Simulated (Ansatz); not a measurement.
InGa$_{23}$N$_{24}$: geometry relaxation (part 3 of 3)

Continued. System: InGa$_{23}$N$_{24}$ (defect cell, 48 atoms in the cell). Method: DFT PBE, scalar-relativistic, plane waves, PAW, no spin polarisation (Ansatz 0.2.0); cutoff 420 eV, 2×2×2 k-mesh, Gaussian smearing of 0.01 eV. The structure derives from a Materials Project entry. It belongs to a series of runs on one base structure; here: In on a Ga site (b), charge +0, atoms relaxed at the host's cell.

### Trajectory as extended XYZ (Å, eV, eV/Å), 4 of the 5 frames kept, from step=1 to step=5
```
48
Lattice="-3.2184 5.5744 5.2432 -3.2184 -5.5744 5.2432 6.4367 0.0000 5.2432" Properties=species:S:1:pos:R:3:forces:R:3 step=1 energy=-101842.32015
In    0.0000   -1.8581    7.8602    0.0000   0.0000   0.0721
Ga   -1.6092    0.9291    7.8602   -0.1493   0.0454  -0.0728
Ga   -1.6092    0.9291   13.1034   -0.0355  -0.1726  -0.0742
Ga    3.2184   -1.8581    7.8602    0.1139   0.1066  -0.0728
Ga   -3.2184   -1.8581    7.8602   -0.1318   0.1170  -0.0742
Ga   -1.6092   -4.6453    7.8602    0.0353  -0.1519  -0.0728
Ga    1.6092    0.9291    7.8602    0.1672   0.0556  -0.0742
Ga    1.6092    0.9291   13.1034    0.0260  -0.0356  -0.0028
Ga    0.0000    3.7163    7.8602    0.0178   0.0403  -0.0028
Ga    4.8276    0.9291    7.8602   -0.0438  -0.0048  -0.0028
Ga    0.0000   -1.8581   13.1034    0.0000   0.0000  -0.0584
Ga   -3.2184    3.7163    7.8602    0.0000   0.0000  -0.0701
Ga   -1.6092   -0.9291   10.4818    0.0197  -0.0101   0.1934
Ga   -3.2184    1.8581   10.4818   -0.0147  -0.1900  -0.0148
Ga    0.0000   -3.7163   10.4818   -0.0011   0.0221   0.1934
Ga    1.6092   -0.9291   10.4818   -0.0186  -0.0120   0.1934
Ga   -4.8276   -0.9291   10.4818   -0.0115   0.0114   0.0126
Ga    0.0000    1.8581    5.2386   -0.0099   0.0003  -0.0017
Ga    0.0000    1.8581   10.4818    0.0052   0.0084  -0.0017
Ga    3.2184   -3.7163   10.4818    0.0047  -0.0087  -0.0017
Ga    1.6092   -0.9291    5.2386    0.1719   0.0823  -0.0148
Ga    3.2184    1.8581   10.4818    0.0156   0.0042   0.0126
Ga    1.6092    4.6453   10.4818   -0.0042  -0.0157   0.0126
Ga   -1.6092   -0.9291    5.2386   -0.1572   0.1077  -0.0148
N     0.0000   -1.8581    9.8355    0.0000   0.0000   3.4620
N    -1.6092    0.9291    9.8355    0.0310  -0.0107  -0.0361
N     1.6092   -4.6453    9.8355   -0.0037   0.0344  -0.0129
N     3.2184   -1.8581    9.8355   -0.0248  -0.0215  -0.0361
N    -3.2184   -1.8581    9.8355    0.0317  -0.0140  -0.0129
N     1.6092    0.9291    4.5923   -0.0062   0.0322  -0.0361
N     1.6092    0.9291    9.8355   -0.0280  -0.0204  -0.0129
N    -4.8276    0.9291    9.8355   -0.0095   0.0136  -0.0114
N     0.0000    3.7163    9.8355   -0.0070  -0.0150  -0.0114
N    -1.6092    0.9291    4.5923    0.0165   0.0014  -0.0114
N     3.2184    3.7163    9.8355    0.0000   0.0000   0.0083
N     0.0000   -1.8581    4.5923    0.0000   0.0000   0.0885
N    -1.6092   -0.9291    7.2139   -2.9305   1.6904  -1.1868
N    -3.2184    1.8581    7.2139   -0.0202   0.0440   0.0140
N     0.0000   -3.7163    7.2139    0.0013  -3.3831  -1.1868
N     1.6092   -0.9291    7.2139    2.9292   1.6927  -1.1868
N     1.6092   -0.9291   12.4571   -0.0123   0.0146   0.0298
N    -3.2184   -3.7163    7.2139    0.0389   0.0179  -0.0038
N     0.0000    1.8581    7.2139   -0.0039  -0.0426  -0.0038
N     0.0000    1.8581   12.4571   -0.0349   0.0247  -0.0038
N    -1.6092    4.6453    7.2139   -0.0280  -0.0395   0.0140
N     3.2184    1.8581    7.2139    0.0188   0.0033   0.0298
N    -1.6092   -0.9291   12.4571   -0.0065  -0.0180   0.0298
N     4.8276   -0.9291    7.2139    0.0482  -0.0045   0.0140
48
Lattice="-3.2184 5.5744 5.2432 -3.2184 -5.5744 5.2432 6.4367 0.0000 5.2432" Properties=species:S:1:pos:R:3:forces:R:3 step=2 energy=-101843.28704
In    0.0000   -1.8581    7.8577    0.0000   0.0000   0.0060
Ga   -1.6329    0.9591    7.8503    0.0330  -0.2358  -0.0443
Ga   -1.5949    0.8978   13.1073   -0.1855   0.0729  -0.0341
Ga    3.2562   -1.8526    7.8503   -0.2207   0.0893  -0.0443
Ga   -3.2526   -1.8549    7.8641    0.1558   0.1242  -0.0341
Ga   -1.6233   -4.6809    7.8503    0.1877   0.1465  -0.0443
Ga    1.6291    0.9571    7.8641    0.0296  -0.1971  -0.0341
Ga    1.5976    0.9399   13.1044    0.0264  -0.0912  -0.0070
Ga   -0.0036    3.7008    7.8612    0.0658   0.0685  -0.0070
Ga    4.8428    0.9337    7.8612   -0.0922   0.0228  -0.0070
Ga    0.0000   -1.8581   13.1176    0.0000   0.0000  -0.1363
Ga   -3.2184    3.7163    7.8720    0.0000   0.0000  -0.1556
Ga   -1.6259   -0.9238   10.5140    0.1312  -0.0786  -0.0389
Ga   -3.2206    1.8359   10.4498   -0.0003  -0.0333   0.2175
Ga    0.0038   -3.7333   10.5140    0.0024   0.1530  -0.0389
Ga    1.6221   -0.9173   10.5140   -0.1337  -0.0744  -0.0389
Ga   -4.8295   -0.9320   10.4817   -0.0343  -0.0257   0.0007
Ga    0.0048    1.8596    5.2360    0.0068  -0.0211   0.0106
Ga   -0.0012    1.8533   10.4792   -0.0216   0.0047   0.0106
Ga    3.2147   -3.7128   10.4792    0.0149   0.0164   0.0106
Ga    1.6296   -0.9198    5.2066    0.0290   0.0164   0.2175
Ga    3.2168    1.8612   10.4817   -0.0051   0.0426   0.0007
Ga    1.6126    4.6451   10.4817    0.0394  -0.0169   0.0007
Ga   -1.6274   -0.9160    5.2066   -0.0287   0.0169   0.2175
N     0.0000   -1.8581    9.9516    0.0000   0.0000   0.6715
N    -1.6038    0.9197    9.8241   -0.0015   0.0483  -0.0470
N     1.6091   -4.6473    9.8387   -0.0038   0.0087   0.0040
N     3.2076   -1.8581    9.8241    0.0426  -0.0229  -0.0470
N    -3.2200   -1.8571    9.8387    0.0094  -0.0010   0.0040
N     1.6146    0.9384    4.5810   -0.0411  -0.0255  -0.0470
N     1.6109    0.9300    9.8387   -0.0056  -0.0077   0.0040
N    -4.8412    0.9226    9.8301    0.0221   0.0523  -0.0374
N     0.0124    3.7077    9.8301   -0.0564  -0.0070  -0.0374
N    -1.6080    0.9441    4.5870    0.0343  -0.0453  -0.0374
N     3.2184    3.7163    9.8427    0.0000   0.0000  -0.0247
N     0.0000   -1.8581    4.6044    0.0000   0.0000  -0.0067
N    -1.7067   -0.8741    7.1702   -0.6360   0.3639  -0.2499
N    -3.2403    1.8733    7.2095    0.0239   0.0510   0.0840
N     0.0012   -3.8281    7.1702    0.0028  -0.7327  -0.2499
N     1.7055   -0.8721    7.1702    0.6331   0.3688  -0.2499
N     1.5918   -0.9152   12.4770    0.0218  -0.0156   0.0174
N    -3.2116   -3.7112    7.2099   -0.0199  -0.0067   0.0063
N     0.0010    1.8497    7.2099    0.0041   0.0206   0.0063
N    -0.0078    1.8614   12.4531    0.0158  -0.0139   0.0063
N    -1.6114    4.6188    7.2095   -0.0561  -0.0049   0.0840
N     3.2391    1.8662    7.2339   -0.0244  -0.0111   0.0174
N    -1.6125   -0.9510   12.4770    0.0026   0.0267   0.0174
N     4.8517   -0.9177    7.2095    0.0323  -0.0462   0.0840
48
Lattice="-3.2184 5.5744 5.2432 -3.2184 -5.5744 5.2432 6.4367 0.0000 5.2432" Properties=species:S:1:pos:R:3:forces:R:3 step=4 energy=-101843.34907
In    0.0000   -1.8581    7.8514    0.0000   0.0000  -0.0053
Ga   -1.6300    0.9550    7.8473    0.0051  -0.0064   0.0068
Ga   -1.5992    0.8972   13.1114   -0.0050   0.0035   0.0079
Ga    3.2512   -1.8531    7.8473   -0.0081  -0.0012   0.0068
Ga   -3.2509   -1.8508    7.8683    0.0055   0.0026   0.0079
Ga   -1.6212   -4.6763    7.8473    0.0030   0.0076   0.0068
Ga    1.6318    0.9536    7.8683   -0.0005  -0.0061   0.0079
Ga    1.5999    0.9348   13.1030    0.0063  -0.0088   0.0033
Ga   -0.0003    3.7053    7.8598    0.0045   0.0099   0.0033
Ga    4.8372    0.9343    7.8598   -0.0108  -0.0011   0.0033
Ga    0.0000   -1.8581   13.1062    0.0000   0.0000  -0.0132
Ga   -3.2184    3.7163    7.8714    0.0000   0.0000  -0.0328
Ga   -1.6222   -0.9227   10.5158   -0.0007  -0.0019  -0.0039
Ga   -3.2186    1.8307   10.4527   -0.0040   0.0026   0.0005
Ga    0.0010   -3.7307   10.5158    0.0020   0.0004  -0.0039
Ga    1.6212   -0.9209   10.5158   -0.0013   0.0015  -0.0039
Ga   -4.8323   -0.9326   10.4836   -0.0120  -0.0059   0.0007
Ga    0.0056    1.8577    5.2361   -0.0041  -0.0035   0.0013
Ga   -0.0031    1.8535   10.4792   -0.0009   0.0053   0.0013
Ga    3.2159   -3.7113   10.4792    0.0051  -0.0018   0.0013
Ga    1.6330   -0.9156    5.2096   -0.0003  -0.0048   0.0005
Ga    3.2177    1.8640   10.4836    0.0009   0.0133   0.0007
Ga    1.6146    4.6429   10.4836    0.0111  -0.0075   0.0007
Ga   -1.6328   -0.9151    5.2096    0.0043   0.0022   0.0005
N     0.0000   -1.8581    9.9807    0.0000   0.0000  -0.0051
N    -1.6018    0.9196    9.8184    0.0038   0.0000  -0.0057
N     1.6070   -4.6457    9.8422   -0.0040   0.0026  -0.0046
N     3.2065   -1.8598    9.8184   -0.0019  -0.0033  -0.0057
N    -3.2176   -1.8560    9.8422    0.0042   0.0022  -0.0046
N     1.6137    0.9402    4.5752   -0.0019   0.0033  -0.0057
N     1.6106    0.9273    9.8422   -0.0002  -0.0047  -0.0046
N    -4.8402    0.9241    9.8279   -0.0006   0.0044  -0.0032
N     0.0106    3.7078    9.8279   -0.0035  -0.0027  -0.0032
N    -1.6071    0.9424    4.5847    0.0041  -0.0017  -0.0032
N     3.2184    3.7163    9.8357    0.0000   0.0000   0.0112
N     0.0000   -1.8581    4.6118    0.0000   0.0000   0.0236
N    -1.7389   -0.8571    7.1575   -0.0001  -0.0009   0.0008
N    -3.2379    1.8762    7.2150   -0.0053   0.0096   0.0032
N     0.0025   -3.8646    7.1575    0.0008   0.0003   0.0008
N     1.7364   -0.8527    7.1575   -0.0007   0.0005   0.0008
N     1.5942   -0.9178   12.4780   -0.0076   0.0020   0.0035
N    -3.2133   -3.7081    7.2107    0.0059   0.0009  -0.0034
N     0.0045    1.8496    7.2107   -0.0021  -0.0056  -0.0034
N    -0.0096    1.8585   12.4539   -0.0037   0.0046  -0.0034
N    -1.6151    4.6194    7.2150   -0.0057  -0.0094   0.0032
N     3.2356    1.8655    7.2348    0.0055   0.0056   0.0035
N    -1.6115   -0.9477   12.4780    0.0021  -0.0076   0.0035
N     4.8530   -0.9212    7.2150    0.0110  -0.0002   0.0032
48
Lattice="-3.2184 5.5744 5.2432 -3.2184 -5.5744 5.2432 6.4367 0.0000 5.2432" Properties=species:S:1:pos:R:3:forces:R:3 step=5 energy=-101843.34918
In    0.0000   -1.8581    7.8503    0.0000   0.0000  -0.0019
Ga   -1.6299    0.9547    7.8476    0.0033   0.0008   0.0031
Ga   -1.5995    0.8972   13.1119    0.0013   0.0017   0.0021
Ga    3.2509   -1.8531    7.8476   -0.0010  -0.0032   0.0031
Ga   -3.2508   -1.8505    7.8687    0.0008  -0.0020   0.0021
Ga   -1.6211   -4.6760    7.8476   -0.0023   0.0024   0.0031
Ga    1.6320    0.9534    7.8687   -0.0021   0.0003   0.0021
Ga    1.5999    0.9344   13.1030    0.0008  -0.0013   0.0002
Ga    0.0000    3.7056    7.8599    0.0007   0.0013   0.0002
Ga    4.8368    0.9344    7.8599   -0.0015   0.0000   0.0002
Ga    0.0000   -1.8581   13.1056    0.0000   0.0000  -0.0058
Ga   -3.2184    3.7163    7.8705    0.0000   0.0000  -0.0066
Ga   -1.6221   -0.9228   10.5154   -0.0012   0.0004  -0.0009
Ga   -3.2187    1.8306   10.4528   -0.0007   0.0020  -0.0031
Ga    0.0010   -3.7305   10.5154    0.0002  -0.0013  -0.0009
Ga    1.6210   -0.9210   10.5154    0.0010   0.0008  -0.0009
Ga   -4.8329   -0.9329   10.4838    0.0003   0.0002   0.0006
Ga    0.0052    1.8576    5.2361    0.0002  -0.0015   0.0021
Ga   -0.0030    1.8539   10.4793   -0.0014   0.0006   0.0021
Ga    3.2162   -3.7115   10.4793    0.0012   0.0009   0.0021
Ga    1.6332   -0.9156    5.2096   -0.0014  -0.0016  -0.0031
Ga    3.2178    1.8647   10.4838    0.0001  -0.0004   0.0006
Ga    1.6152    4.6426   10.4838   -0.0003   0.0001   0.0006
Ga   -1.6328   -0.9150    5.2096    0.0020  -0.0004  -0.0031
N     0.0000   -1.8581    9.9797    0.0000   0.0000  -0.0020
N    -1.6015    0.9197    9.8183   -0.0001  -0.0008  -0.0012
N     1.6069   -4.6458    9.8423   -0.0014  -0.0002  -0.0015
N     3.2064   -1.8601    9.8183   -0.0006   0.0005  -0.0012
N    -3.2176   -1.8559    9.8423    0.0005   0.0013  -0.0015
N     1.6135    0.9404    4.5751    0.0007   0.0003  -0.0012
N     1.6107    0.9273    9.8423    0.0009  -0.0011  -0.0015
N    -4.8402    0.9240    9.8278   -0.0002   0.0004  -0.0007
N     0.0107    3.7079    9.8278   -0.0002  -0.0004  -0.0007
N    -1.6073    0.9425    4.5846    0.0004   0.0000  -0.0007
N     3.2184    3.7163    9.8357    0.0000   0.0000   0.0043
N     0.0000   -1.8581    4.6128    0.0000   0.0000   0.0080
N    -1.7393   -0.8569    7.1574    0.0019  -0.0014   0.0021
N    -3.2380    1.8765    7.2153   -0.0020   0.0015   0.0001
N     0.0026   -3.8650    7.1574    0.0003   0.0023   0.0021
N     1.7367   -0.8525    7.1574   -0.0021  -0.0009   0.0021
N     1.5939   -0.9179   12.4779   -0.0023   0.0011   0.0009
N    -3.2130   -3.7079    7.2108    0.0013  -0.0003  -0.0024
N     0.0045    1.8493    7.2108   -0.0009  -0.0010  -0.0024
N    -0.0099    1.8586   12.4540   -0.0004   0.0012  -0.0024
N    -1.6152    4.6191    7.2153   -0.0003  -0.0025   0.0001
N     3.2357    1.8657    7.2347    0.0021   0.0015   0.0009
N    -1.6113   -0.9479   12.4779    0.0002  -0.0026   0.0009
N     4.8533   -0.9212    7.2153    0.0023   0.0010   0.0001
```

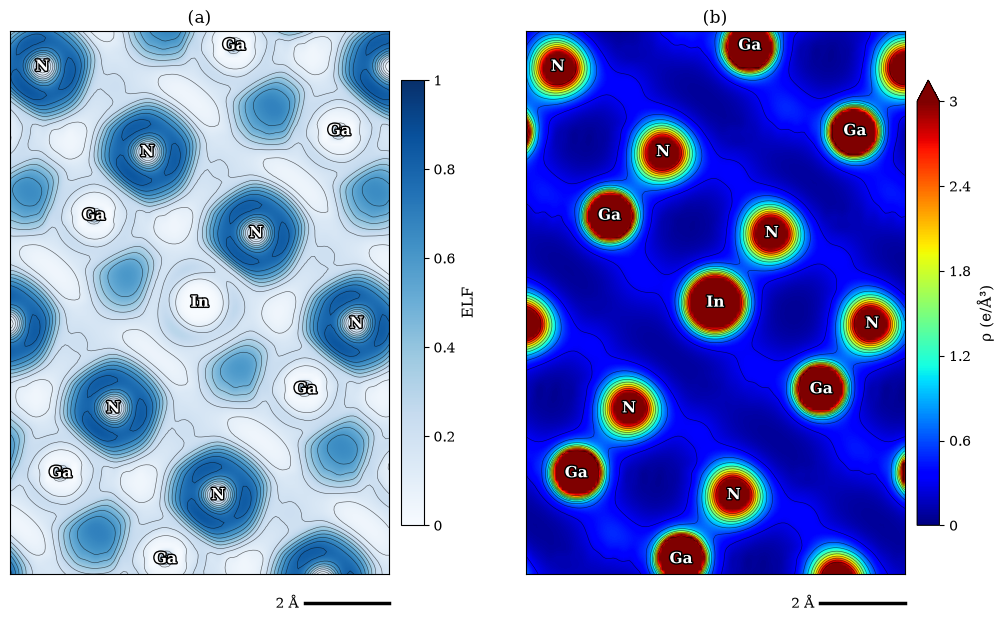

**Figure 1.** (a) electron localisation function; (b) valence pseudo-density on the (101̄) plane of the calculation cell. The section cuts through In, Ga and N sites. Ga–N (1.97 Å): ρ is about 0.71 e/Å³ halfway; the ELF is about 0.45 at the midpoint. In–N (2.13 Å): ρ is about 0.62 e/Å³ halfway; the ELF is about 0.25 at the midpoint. Ga–N (1.99 Å): ρ is about 0.69 e/Å³ halfway; the ELF is about 0.45 at the midpoint. Away from the nuclei the density in this plane falls to 0.05 e/Å³ at its lowest. In a PAW calculation such maps are meaningful between the atoms, not at the nuclei.

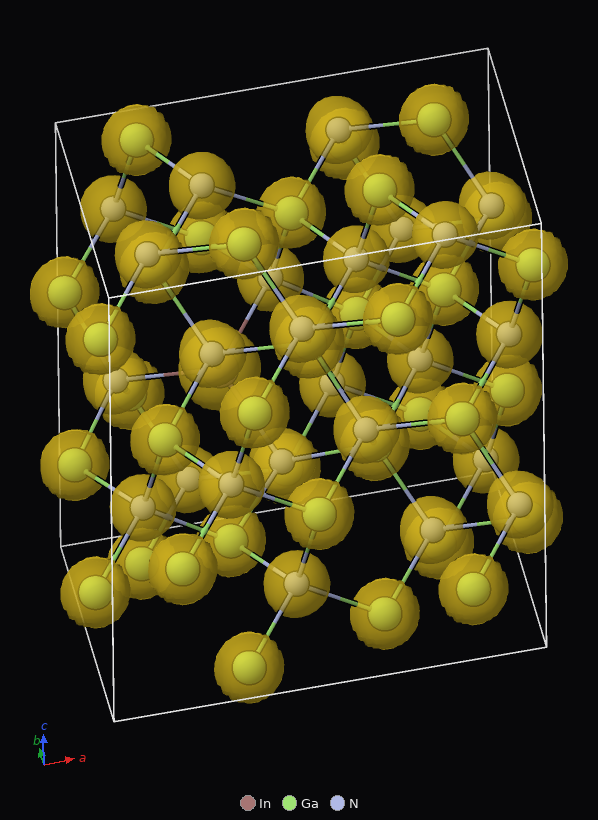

**Figure 2.** Isosurface of the valence charge density (pseudo) at 1.5 e/Å³ (yellow), seen at an oblique angle. Sticks mark near contacts. The outline is the calculation cell. At this value the density breaks into separate islands; it holds about 60 % of the electrons treated as valence (semicore included). It is pinched off along the Ga–N (1.94 Å), In–N (2.12 Å) and Ga–N (1.99 Å) contacts. On the grid the lowest density along these lines, outside the cores, is 0.73 e/Å³ (Ga–N, 1.94 Å), 0.63 e/Å³ (In–N, 2.12 Å) and 0.68 e/Å³ (Ga–N, 1.99 Å).

### Summary

```tsv
quantity	value
outcome	converged
electrons treated	432
free energy	−101843.3492 eV
Fermi energy	10.833 eV
gap on the k-point mesh	3.02 eV
final volume	564.39 Å³
largest force (length of the vector) at the end	0.008 eV/Å
wall time	1.8 min (CPU time 7.1 min)
peak memory	1.7 GiB
```
